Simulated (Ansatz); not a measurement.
AlAs: band-structure calculation (part 2 of 2)

The same run, continued: AlAs (I-4m2, 2 atoms in the cell); DFT, HSE06, plane waves, PAW, no spin polarisation (Ansatz 0.2.0); cutoff 420 eV, 6×6×6 k-mesh, fixed occupations. The structure was built on a prototype by a generator. The geometry comes from this level: r2SCAN (a point of a series of strains). It belongs to a series of runs on one base structure; here: epitaxial_xy strain -0.5%.

Geometry of the input (Å; fractional positions):
```
0.0000  2.8247  2.8524
2.8247  0.0000  2.8524
2.8247  2.8247  0.0000
Al 0.0000  0.0000  0.0000
As 0.2500  0.2500  0.2500
```

Output, continued:
```
--- Band table (eV; the first three rows and the last of 30) ---
  k-point 0: bands = ["-31.8543", "-31.8543", "-31.8533", "-31.8434", "-31.8421", "-7.1457", "5.8514", "5.9025", "5.9025", "8.8056", "11.0330", "11.0330", "11.0479"]
  k-point 1: bands = ["-31.8542", "-31.8541", "-31.8531", "-31.8433", "-31.8421", "-6.8469", "3.6853", "5.5809", "5.6308", "9.5506", "11.4990", "11.5057", "11.9873"]
  k-point 2: bands = ["-31.8539", "-31.8537", "-31.8527", "-31.8432", "-31.8420", "-6.0871", "1.0099", "5.1318", "5.2063", "9.0445", "11.5947", "11.6649", "14.3909"]
  k-point 29: bands = ["-31.8539", "-31.8526", "-31.8526", "-31.8438", "-31.8413", "-4.9538", "-0.1024", "3.5662", "3.5662", "8.0027", "8.9386", "17.5031", "17.5031"]
```

File bands.tsv:
```
# k_distance	band_0	band_1	band_2	band_3	band_4	band_5	band_6	band_7	band_8	band_9	band_10	band_11	band_12
# fermi_ev = 5.902530
# lock_threshold_ev = 1e-6
# [0, 0, 0] at k_distance = 0.000000
# [-0.5, -0.5, 0] at k_distance = 1.101386
# [-0.375, -0.375, 0.25] at k_distance = 1.494599
# [-0.375, 0, 0.375] at k_distance = 2.174567
# [0, 0, 0.5] at k_distance = 2.854535
# [-0.5, -0.25, 0.25] at k_distance = 3.637156
# [0, 0.5, 0.5] at k_distance = 4.870965
# levels_relative_to = fermi_ev
# free_energy_ev = -5396.321818
# largest_residual_norms_ev = 7.960e-5 1.191e-4 1.146e-4 1.218e-4 1.481e-4 2.344e-4 5.681e-4 5.414e-4 6.629e-4 6.389e-4 7.982e-4 1.246e-3 6.232e-4
0.000000	-37.756821	-37.756821	-37.755799	-37.745896	-37.744617	-13.048278	-0.051120	0.000000	0.000000	2.903048	5.130482	5.130482	5.145378
1.101386	-37.756432	-37.755120	-37.755120	-37.746289	-37.743847	-10.856357	-6.004933	-2.336325	-2.336325	2.100133	3.036092	11.600521	11.600521
1.494599	-37.755913	-37.755418	-37.755355	-37.746026	-37.744073	-10.879969	-5.700370	-3.708230	-1.924848	2.969205	5.893312	9.288238	9.446477
2.174567	-37.756902	-37.755443	-37.754295	-37.745577	-37.744529	-10.862234	-5.655752	-3.707612	-1.997035	2.896501	5.771023	9.222993	9.494120
2.854535	-37.756357	-37.755994	-37.755039	-37.745646	-37.744433	-11.455682	-6.111026	-0.955169	-0.870155	2.897552	5.481391	5.564371	8.665092
3.637156	-37.756339	-37.755139	-37.755109	-37.745854	-37.744243	-10.801578	-5.582568	-3.458683	-3.048088	5.101964	6.643684	6.734437	6.949420
4.870965	-37.757489	-37.755127	-37.753967	-37.745667	-37.744462	-10.822658	-5.937980	-2.408267	-2.405156	2.050604	2.942471	11.476067	11.678497
```

File rho_z.tsv:
```
# z_ang	rho[e/angstrom^3]
# format = ansatz-planar-average/11
# lattice	0.000000000	2.824730015	2.852400385
# lattice	2.824730015	0.000000000	2.852400385
# lattice	2.824730015	2.824730015	0.000000000
# sites	2
# site	13	0.000000000	0.000000000	0.000000000
# site	33	1.412365007	1.412365007	1.426200193
0.000000	2.190340e-1
0.147954	2.745773e-1
0.295909	3.664560e-1
0.443863	5.247130e-1
0.591818	7.661651e-1
0.739772	1.052432e0
0.887727	1.275179e0
1.035681	1.316572e0
1.183636	1.147443e0
1.331590	8.553620e-1
1.479545	5.682164e-1
1.627499	3.629229e-1
1.775454	2.446172e-1
1.923408	1.830922e-1
2.071363	1.493137e-1
2.219317	1.273735e-1
2.367272	1.115491e-1
2.515226	1.005842e-1
2.663181	9.387352e-2
2.811135	9.069308e-2
2.959090	9.050268e-2
3.107044	9.306816e-2
3.254999	9.889653e-2
3.402953	1.092737e-1
3.550908	1.257374e-1
3.698862	1.492678e-1
3.846817	1.799046e-1
```

File v_z.tsv:
```
# z_ang	v_es[eV]	v_tot[eV]
# format = ansatz-planar-average/11
# xc	hse06
# density_cutoff_ev	1680
# datasets	Al=:simpson_from_first_knot:soft:fock:shift=0	As=:simpson_from_first_knot:soft:fock:shift=0
# lattice	0.000000000	2.824730015	2.852400385
# lattice	2.824730015	0.000000000	2.852400385
# lattice	2.824730015	2.824730015	0.000000000
# sites	2
# site	13	0.000000000	0.000000000	0.000000000
# site	33	1.412365007	1.412365007	1.426200193
0.000000	2.162470e0	-6.342169e0
0.147954	1.399884e0	-7.381299e0
0.295909	9.806424e-1	-8.004482e0
0.443863	1.026564e0	-8.073460e0
0.591818	1.520007e0	-7.588169e0
0.739772	2.351748e0	-6.692442e0
0.887727	3.323990e0	-5.637298e0
1.035681	4.183228e0	-4.663564e0
1.183636	4.740237e0	-3.903651e0
1.331590	5.002998e0	-3.351812e0
1.479545	5.164922e0	-2.833738e0
1.627499	5.461178e0	-2.133521e0
1.775454	6.051134e0	-1.144847e0
1.923408	6.941019e0	1.139927e-1
2.071363	7.926567e0	1.419612e0
2.219317	8.692875e0	2.435420e0
2.367272	9.057017e0	2.989443e0
2.515226	9.074832e0	3.123889e0
2.663181	8.823984e0	2.917937e0
2.811135	8.297164e0	2.378159e0
2.959090	7.498555e0	1.487091e0
3.107044	6.532861e0	3.801881e-1
3.254999	5.591176e0	-7.717299e-1
3.402953	4.817625e0	-1.925781e0
3.550908	4.223157e0	-3.009219e0
3.698862	3.685194e0	-4.018179e0
3.846817	3.004274e0	-5.133025e0
```

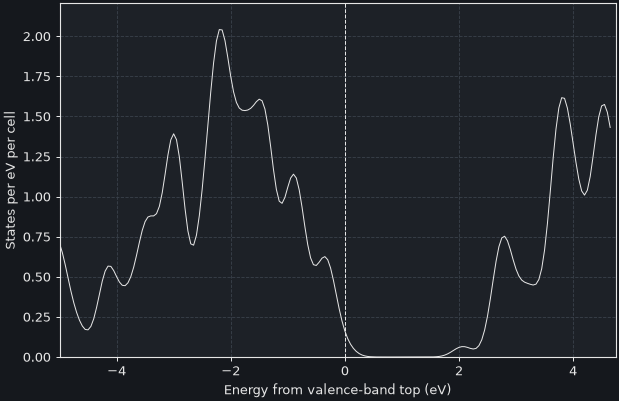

*Density of states (the curve is built from the levels of the k mesh with Gaussians 0.4 eV wide, which also blur the band edges), with energies from the valence-band top.*

There is a gap of 2.05 eV on the k-point mesh. Small ripples come from the finite k-point mesh.

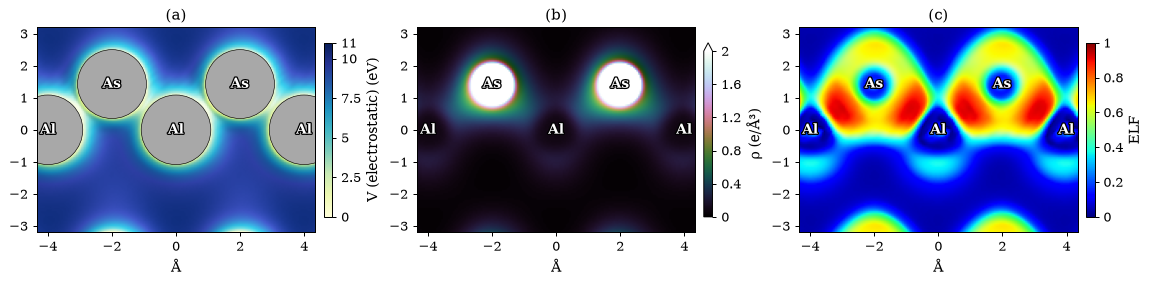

*(a) electrostatic potential energy of an electron; (b) valence pseudo-density; (c) ELF on the (010) plane of the conventional cell. Grey discs, where drawn, cover atomic cores.*

The plane passes through Al and As nuclei. Al–As (2.45 Å): ρ is about 0.49 e/Å³ halfway; the ELF peaks at about 0.95 between the atoms, as expected for localised, shared-pair bonding. Away from the nuclei the density in this plane falls to 0.02 e/Å³ at its lowest. Outside the cores the potential energy rises away from the atoms and is highest about 2.4 Å from the nearest atoms; outside the discs it spans about 11 eV, and its zero is arbitrary. Core electrons are frozen (PAW), so the fields are smoothed inside the atomic spheres.

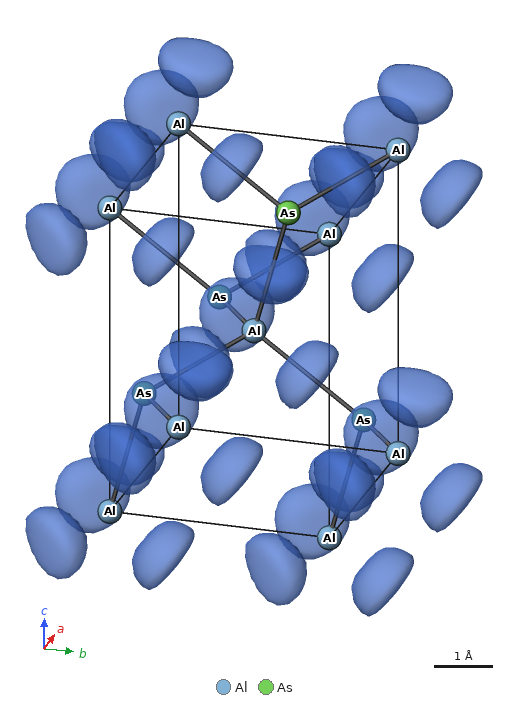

*Isosurface of the electron localisation function at 0.8 (blue), seen at an oblique angle. Core shells and regions of very low density are left out. Sticks mark near contacts. The outline is the cell set on symmetry axes.*

The ELF exceeds this value in eight regions between bonded Al–As atoms (shared pairs), counted in one cell of 4 atoms. Profiles from the grid: Al–As (2.45 Å): the ELF peaks at about 0.95 between the atoms (a shared electron pair).

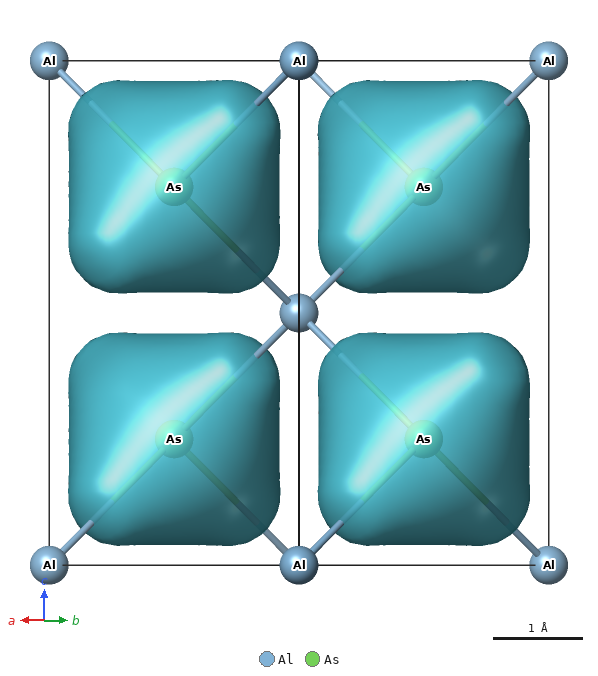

*Isosurface of the valence pseudo-density at 0.3 e/Å³ (cyan), seen along [110]. Sticks mark near contacts. The outline is the cell set on symmetry axes.*

At this value the density breaks into separate islands; it holds about 75 % of the electrons treated as valence. On the grid the lowest density along these lines, outside the cores, is 0.37 e/Å³ (Al–As, 2.45 Å).
